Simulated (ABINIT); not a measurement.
Run report: KTaO$_{3}$, geometry relaxation (part 3 of 3)

The same run, continued: KTaO$_{3}$ (Pm-3m, 5 atoms in the cell); Kohn-Sham DFT of a periodic cell, PBE, PseudoDojo NC SR PBE v0.4.1 standard, no spin polarisation (ABINIT 10.8.3); cutoff 1142.88 eV, 5×5×5 k-mesh, fermi-dirac of 0.05 eV. The structure derives from an entry of the Crystallography Open Database.

**Output, continued**
```
--- !ResultsGS
iteration_state: {dtset: 1, itime: 4, icycle: 1, }
comment   : Summary of ground state results
lattice_vectors:
- [  7.5929408,   0.0000000,   0.0000000, ]
- [  0.0000000,   7.5929408,   0.0000000, ]
- [  0.0000000,   0.0000000,   7.5929408, ]
lattice_lengths: [   7.59294,    7.59294,    7.59294, ]
lattice_angles: [ 90.000,  90.000,  90.000, ] # degrees, (23, 13, 12)
lattice_volume:   4.3775391E+02
convergence: {deltae: -1.705E-12, res2:  2.575E-13, residm:  2.848E-07, diffor: null, }
etotal    :  -1.45023034E+02
entropy   :   0.00000000E+00
fermie    :   2.39442260E-01
cartesian_stress_tensor: # hartree/bohr^3
- [ -2.40054098E-08,   0.00000000E+00,   0.00000000E+00, ]
- [  0.00000000E+00,  -2.40054098E-08,   0.00000000E+00, ]
- [  0.00000000E+00,   0.00000000E+00,  -2.40054098E-08, ]
pressure_GPa:   7.0626E-04
xred      :
- [  0.0000E+00,   0.0000E+00,   0.0000E+00, Ta]
- [  5.0000E-01,   5.0000E-01,   5.0000E-01,  K]
- [  0.0000E+00,   0.0000E+00,   5.0000E-01,  O]
- [  0.0000E+00,   5.0000E-01,   0.0000E+00,  O]
- [  5.0000E-01,   0.0000E+00,   0.0000E+00,  O]
cartesian_forces: # hartree/bohr
- [ -0.00000000E+00,  -0.00000000E+00,  -0.00000000E+00, ]
- [ -0.00000000E+00,  -0.00000000E+00,  -0.00000000E+00, ]
- [ -0.00000000E+00,  -0.00000000E+00,  -0.00000000E+00, ]
- [ -0.00000000E+00,  -0.00000000E+00,  -0.00000000E+00, ]
- [ -0.00000000E+00,  -0.00000000E+00,  -0.00000000E+00, ]
force_length_stats: {min:   0.00000000E+00, max:   0.00000000E+00, mean:   0.00000000E+00, }
...

 Integrated electronic density in atomic spheres:
 ------------------------------------------------
 Atom  Sphere_radius  Integrated_density
    1        2.00000          9.02590063
    2        2.00000          6.94728786
    3        2.00000          6.27945317
    4        2.00000          6.27945317
    5        2.00000          6.27945317

---OUTPUT-----------------------------------------------------------------------

 Cartesian coordinates (xcart) [bohr]
  0.00000000000000E+00  0.00000000000000E+00  0.00000000000000E+00
  3.79647037707765E+00  3.79647037707765E+00  3.79647037707765E+00
  0.00000000000000E+00  0.00000000000000E+00  3.79647037707765E+00
  0.00000000000000E+00  3.79647037707765E+00  0.00000000000000E+00
  3.79647037707765E+00  0.00000000000000E+00  0.00000000000000E+00
 Reduced coordinates (xred)
  0.00000000000000E+00  0.00000000000000E+00  0.00000000000000E+00
  5.00000000000000E-01  5.00000000000000E-01  5.00000000000000E-01
  0.00000000000000E+00  0.00000000000000E+00  5.00000000000000E-01
  0.00000000000000E+00  5.00000000000000E-01  0.00000000000000E+00
  5.00000000000000E-01  0.00000000000000E+00  0.00000000000000E+00
 Cartesian forces (fcart) [Ha/bohr]; max,rms= 0.00000E+00 0.00000E+00 (free atoms)
 -0.00000000000000E+00 -0.00000000000000E+00 -0.00000000000000E+00
 -0.00000000000000E+00 -0.00000000000000E+00 -0.00000000000000E+00
 -0.00000000000000E+00 -0.00000000000000E+00 -0.00000000000000E+00
 -0.00000000000000E+00 -0.00000000000000E+00 -0.00000000000000E+00
 -0.00000000000000E+00 -0.00000000000000E+00 -0.00000000000000E+00
 Gradient of E wrt nuclear positions in reduced coordinates (gred)
  0.00000000000000E+00  0.00000000000000E+00  0.00000000000000E+00
  0.00000000000000E+00  0.00000000000000E+00  0.00000000000000E+00
  0.00000000000000E+00  0.00000000000000E+00  0.00000000000000E+00
  0.00000000000000E+00  0.00000000000000E+00  0.00000000000000E+00
  0.00000000000000E+00  0.00000000000000E+00  0.00000000000000E+00
 Scale of Primitive Cell (acell) [bohr]
  7.59294075415529E+00  7.59294075415529E+00  7.59294075415529E+00
 Real space primitive translations (rprimd) [bohr]
  7.59294075415529E+00  0.00000000000000E+00  0.00000000000000E+00
  0.00000000000000E+00  7.59294075415529E+00  0.00000000000000E+00
  0.00000000000000E+00  0.00000000000000E+00  7.59294075415529E+00
 Unitary Cell Volume (ucvol) [Bohr^3]=  4.37753909719550E+02
 Angles (23,13,12)= [degrees]
  9.00000000000000E+01  9.00000000000000E+01  9.00000000000000E+01
 Lengths [Bohr]
  7.59294075415529E+00  7.59294075415529E+00  7.59294075415529E+00
 Stress tensor in cartesian coordinates (strten) [Ha/bohr^3]
 -2.40054097641607E-08  0.00000000000000E+00  0.00000000000000E+00
  0.00000000000000E+00 -2.40054097658954E-08  0.00000000000000E+00
  0.00000000000000E+00  0.00000000000000E+00 -2.40054097693648E-08
 Total energy (etotal) [Ha]= -1.45023033744078E+02

 Difference of energy with previous step (new-old):
           Absolute (Ha)=-1.01955E-07
           Relative     =-7.03026E-10

 At Broyd/MD step   4, gradients are converged :
  max grad (force/stress) = 2.4005E-06 < tolmxf= 2.0000E-05 ha/bohr (free atoms)

================================================================================

 ----iterations are completed or convergence reached----

 Mean square residual over all n,k,spin=   11.881E-10; max=  28.482E-08
 reduced coordinates (array xred) for    5 atoms
       0.000000000000      0.000000000000      0.000000000000
       0.500000000000      0.500000000000      0.500000000000
       0.000000000000      0.000000000000      0.500000000000
       0.000000000000      0.500000000000      0.000000000000
       0.500000000000      0.000000000000      0.000000000000
 rms dE/dt=  0.0000E+00; max dE/dt=  0.0000E+00; dE/dt below (all hartree)
    1       0.000000000000      0.000000000000      0.000000000000
    2       0.000000000000      0.000000000000      0.000000000000
    3       0.000000000000      0.000000000000      0.000000000000
    4       0.000000000000      0.000000000000      0.000000000000
    5       0.000000000000      0.000000000000      0.000000000000

 cartesian coordinates (angstrom) at end:
    1      0.00000000000000     0.00000000000000     0.00000000000000
    2      2.00900560405488     2.00900560405488     2.00900560405488
    3      0.00000000000000     0.00000000000000     2.00900560405488
    4      0.00000000000000     2.00900560405488     0.00000000000000
    5      2.00900560405488     0.00000000000000     0.00000000000000

 cartesian forces (hartree/bohr) at end:
    1     -0.00000000000000    -0.00000000000000    -0.00000000000000
    2     -0.00000000000000    -0.00000000000000    -0.00000000000000
    3     -0.00000000000000    -0.00000000000000    -0.00000000000000
    4     -0.00000000000000    -0.00000000000000    -0.00000000000000
    5     -0.00000000000000    -0.00000000000000    -0.00000000000000
 frms,max,avg= 0.0000000E+00 0.0000000E+00   0.000E+00  0.000E+00  0.000E+00 h/b

 cartesian forces (eV/Angstrom) at end:
    1     -0.00000000000000    -0.00000000000000    -0.00000000000000
    2     -0.00000000000000    -0.00000000000000    -0.00000000000000
    3     -0.00000000000000    -0.00000000000000    -0.00000000000000
    4     -0.00000000000000    -0.00000000000000    -0.00000000000000
    5     -0.00000000000000    -0.00000000000000    -0.00000000000000
 frms,max,avg= 0.0000000E+00 0.0000000E+00   0.000E+00  0.000E+00  0.000E+00 e/A
 length scales=  7.592940754155  7.592940754155  7.592940754155 bohr
              =  4.018011208110  4.018011208110  4.018011208110 angstroms
 Fermi (or HOMO) energy (hartree) =   0.23944   Average Vxc (hartree)=  -0.40254
 Eigenvalues (hartree) for nkpt=  10  k points:
 kpt#   1, nband= 24, wtk=  0.00800, kpt=  0.0000  0.0000  0.0000 (reduced coord)
  -2.28775   -1.05509   -1.05509   -1.05509   -0.80393   -0.43909   -0.41368   -0.41368
  -0.19911   -0.19911   -0.19911    0.11113    0.11113    0.11113    0.16262    0.16262
   0.16262    0.17639    0.17639    0.17639    0.28027    0.28027    0.28027    0.43836
      occupation numbers for kpt#   1
   2.00000    2.00000    2.00000    2.00000    2.00000    2.00000    2.00000    2.00000
   2.00000    2.00000    2.00000    2.00000    2.00000    2.00000    2.00000    2.00000
   2.00000    2.00000    2.00000    2.00000    0.00000    0.00000    0.00000    0.00000
 prteigrs : prtvol=0 or 1, do not print more k-points.

--- !EnergyTerms
iteration_state     : {dtset: 1, itime: 4, icycle: 1, }
comment             : Components of total free energy in Hartree
kinetic             :  6.05188047203311E+01
hartree             :  2.87806333835211E+01
xc                  : -3.37960190153818E+01
Ewald energy        : -1.02915557422936E+02
psp_core            :  4.44968275363256E+00
local_psp           : -1.03242831569556E+02
non_local_psp       :  1.18225340631307E+00
internal            : -1.45023033744076E+02
'-kT*entropy'       : -1.82916219180947E-12
total_energy        : -1.45023033744078E+02
total_energy_eV     : -3.94627778577404E+03
band_energy         : -1.41770207403441E+01
...

 Cartesian components of stress tensor (hartree/bohr^3)
  sigma(1 1)= -2.40054098E-08  sigma(3 2)=  0.00000000E+00
  sigma(2 2)= -2.40054098E-08  sigma(3 1)=  0.00000000E+00
  sigma(3 3)= -2.40054098E-08  sigma(2 1)=  0.00000000E+00

-Cartesian components of stress tensor (GPa)         [Pressure=  7.0626E-04 GPa]
- sigma(1 1)= -7.06263539E-04  sigma(3 2)=  0.00000000E+00
- sigma(2 2)= -7.06263539E-04  sigma(3 1)=  0.00000000E+00
- sigma(3 3)= -7.06263539E-04  sigma(2 1)=  0.00000000E+00

== END DATASET(S) ==============================================================
================================================================================

 -outvars: echo values of variables after computation  --------
            acell      7.5929407542E+00  7.5929407542E+00  7.5929407542E+00 Bohr
           etotal     -1.4502303374E+02
            fcart     -0.0000000000E+00 -0.0000000000E+00 -0.0000000000E+00
                      -0.0000000000E+00 -0.0000000000E+00 -0.0000000000E+00
                      -0.0000000000E+00 -0.0000000000E+00 -0.0000000000E+00
                      -0.0000000000E+00 -0.0000000000E+00 -0.0000000000E+00
                      -0.0000000000E+00 -0.0000000000E+00 -0.0000000000E+00
           strten     -2.4005409764E-08 -2.4005409766E-08 -2.4005409769E-08
                       0.0000000000E+00  0.0000000000E+00  0.0000000000E+00
           xangst      0.0000000000E+00  0.0000000000E+00  0.0000000000E+00
                       2.0090056041E+00  2.0090056041E+00  2.0090056041E+00
                       0.0000000000E+00  0.0000000000E+00  2.0090056041E+00
                       0.0000000000E+00  2.0090056041E+00  0.0000000000E+00
                       2.0090056041E+00  0.0000000000E+00  0.0000000000E+00
             xred      0.0000000000E+00  0.0000000000E+00  0.0000000000E+00
                       5.0000000000E-01  5.0000000000E-01  5.0000000000E-01
                       0.0000000000E+00  0.0000000000E+00  5.0000000000E-01
                       0.0000000000E+00  5.0000000000E-01  0.0000000000E+00
                       5.0000000000E-01  0.0000000000E+00  0.0000000000E+00
 Calculation completed.
```

**Trajectory as extended XYZ (Å, eV, eV/Å), 4 frames, from step=0 to step=3**
```
5
Lattice="3.9883 0.0000 0.0000 0.0000 3.9883 0.0000 0.0000 0.0000 3.9883" Properties=species:S:1:pos:R:3:forces:R:3 step=0 energy=-3946.25859
Ta    0.0000    0.0000    0.0000    0.0000   0.0000   0.0000
K     1.9942    1.9942    1.9942    0.0000   0.0000   0.0000
O     0.0000    0.0000    1.9942    0.0000   0.0000   0.0000
O     0.0000    1.9942    0.0000    0.0000   0.0000   0.0000
O     1.9942    0.0000    0.0000    0.0000   0.0000   0.0000
5
Lattice="4.0062 0.0000 0.0000 0.0000 4.0062 0.0000 0.0000 0.0000 4.0062" Properties=species:S:1:pos:R:3:forces:R:3 step=1 energy=-3946.27478
Ta    0.0000    0.0000    0.0000    0.0000   0.0000   0.0000
K     2.0031    2.0031    2.0031    0.0000   0.0000   0.0000
O     0.0000    0.0000    2.0031    0.0000   0.0000   0.0000
O     0.0000    2.0031    0.0000    0.0000   0.0000   0.0000
O     2.0031    0.0000    0.0000    0.0000   0.0000   0.0000
5
Lattice="4.0177 0.0000 0.0000 0.0000 4.0177 0.0000 0.0000 0.0000 4.0177" Properties=species:S:1:pos:R:3:forces:R:3 step=2 energy=-3946.27778
Ta    0.0000    0.0000    0.0000    0.0000   0.0000   0.0000
K     2.0088    2.0088    2.0088    0.0000   0.0000   0.0000
O     0.0000    0.0000    2.0088    0.0000   0.0000   0.0000
O     0.0000    2.0088    0.0000    0.0000   0.0000   0.0000
O     2.0088    0.0000    0.0000    0.0000   0.0000   0.0000
5
Lattice="4.0180 0.0000 0.0000 0.0000 4.0180 0.0000 0.0000 0.0000 4.0180" Properties=species:S:1:pos:R:3:forces:R:3 step=3 energy=-3946.27779
Ta    0.0000    0.0000    0.0000    0.0000   0.0000   0.0000
K     2.0090    2.0090    2.0090    0.0000   0.0000   0.0000
O     0.0000    0.0000    2.0090    0.0000   0.0000   0.0000
O     0.0000    2.0090    0.0000    0.0000   0.0000   0.0000
O     2.0090    0.0000    0.0000    0.0000   0.0000   0.0000
```

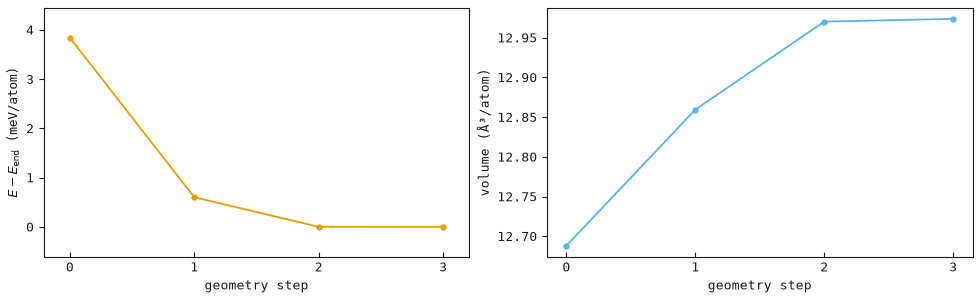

**Figure 1.** Progress of the relaxation, step by step (steps are counted from 0).

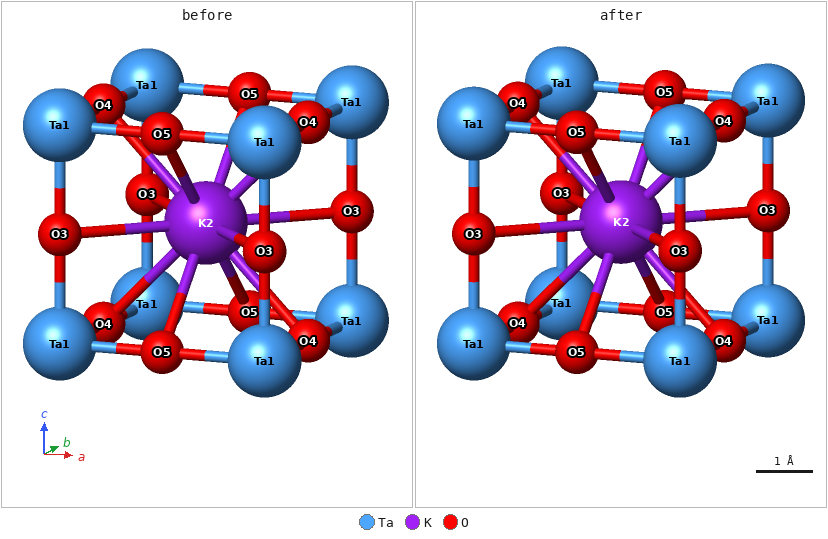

**Figure 2.** Before (left) and after (right) the relaxation, at one scale (ball-and-stick view of the cell of the calculation, seen slightly off an axis). The atoms keep their places relative to the cell (all moves are under 0.005 Å). The drawn cell changes as follows: a = b = c 3.988 → 4.018 Å (+0.7 %); the volume changes by +2.3 %. Among the contacts that change: K2–O3 2.820 → 2.841 Å, Ta1–O3 1.994 → 2.009 Å. The space group stays Pm-3m (No. 221). After 3 geometry steps the energy has fallen by 3.8 meV per atom. All forces vanish by symmetry, so only the cell relaxes. (Atoms are counted from 1 in the order of the input.)

This output came from the following input.

**Input**
```
pp_dirpath "./"
pseudos "Ta.upf, K.upf, O.upf"

acell 7.5367947028 7.5367947028 7.5367947028
rprim
     1.0000000000     0.0000000000     0.0000000000
     0.0000000000     1.0000000000     0.0000000000
     0.0000000000     0.0000000000     1.0000000000
ntypat 3
znucl 73 19 8
natom 5
typat 1 2 3 3 3
chkprim 0
chksymtnons 0
tolsym 1.0e-6
xred
            0.0            0.0            0.0
            1/2            1/2            1/2
            0.0            0.0            1/2
            0.0            1/2            0.0
            1/2            0.0            0.0

ecut 42.0
ecutsm 0.5

kptopt 1
ngkpt 5 5 5
nshiftk 1
shiftk 0.0 0.0 0.0

ixc 11

nband 24
occopt 3
tsmear 0.05 eV

nstep 80
tolvrs 1.0e-12

iomode 3
prteig 0
prtebands 0
prtwf 0
prtden 0

ionmov 2
optcell 2
ntime 50
tolmxf 2.0e-5
dilatmx 1.08
```

Run as:
```bash
mpirun --bind-to none -np 4 abinit run.abi > log 2>&1
```

**Results in brief**

```csv
quantity,value
outcome,converged
space group (tolerance 0.01 Å),Pm-3m (221)
electrons treated,40
free energy,−3946.2778 eV
Fermi energy,6.516 eV
gap on the k-point mesh,2.29 eV
pressure,0.00 GPa
final volume,64.87 Å³
largest force (length of the vector) at the end,under 0.001 eV/Å
final cell,"a = 4.018 Å, b = 4.018 Å, c = 4.018 Å, α = 90.00°, β = 90.00°, γ = 90.00°"
hardware,"4 threads of Arm Neoverse V2, 24 GiB of memory available, shared host"
wall time,89 s (CPU time 5.9 min)
peak memory,0.4 GiB
```

**Remarks**

Spin–orbit coupling is left out, which matters for Ta.
